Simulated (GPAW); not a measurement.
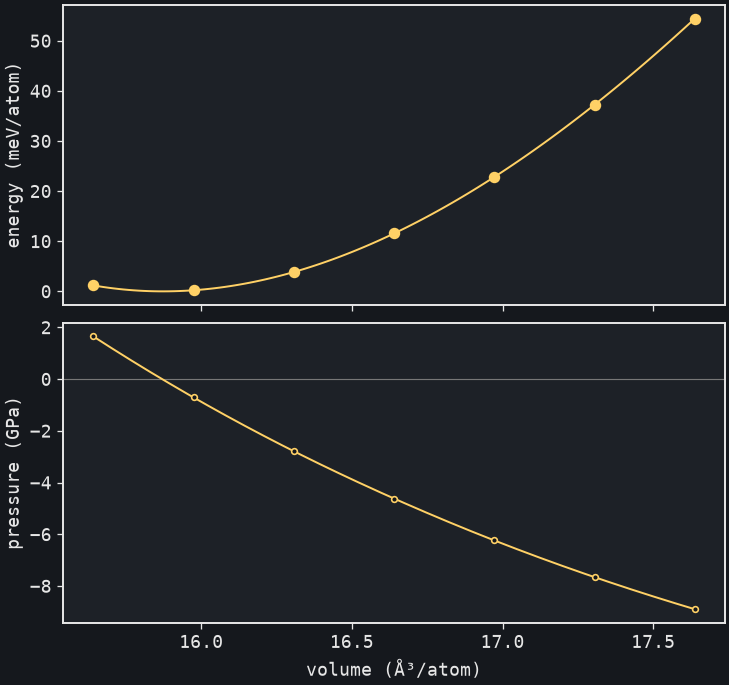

**Figure.** Energy and pressure against volume for Al₃Au, space group I4/mmm (No. 139).

A third-order Birch–Murnaghan fit gives V0 = 15.87 Å³/atom, B0 = 110 GPa and B′ = 5.0. The energy is 1.19 meV/atom at volume 15.64 Å³/atom and 54.44 meV/atom at 17.64 Å³/atom; the lowest computed point is at volume 15.97 Å³/atom (0.22 meV/atom), and no other minimum shows. The pressure falls from 1.65 GPa at volume 15.64 Å³/atom to −8.90 GPa at 17.64 Å³/atom, and changes sign near 15.87 Å³/atom.

Method: PAW DFT in plane waves, on a grid or in atomic orbitals, no spin polarisation; energies at scaled volumes of the given cell, shape and fractions fixed, counted from the fit's minimum, third-order Birch-Murnaghan fit (GPAW 26.7.0). Level: LDA.

- k mesh: 8×8×8
- occupations: Fermi–Dirac
- smearing width: 0.05 eV
- potentials: GPAW PAW data sets (gpaw data 1.2.1)
- wave cutoff: 600 eV
- program settings: basis pw

Cell as given: a = 4.966 Å, b = 4.966 Å, c = 4.966 Å, α = 131.86°, β = 131.86°, γ = 70.45°; 4 atoms.

Caveats: spin-orbit coupling left out, heavy elements; shape and atomic fractions are frozen while scaling, which makes layered, chain and framework solids too stiff.
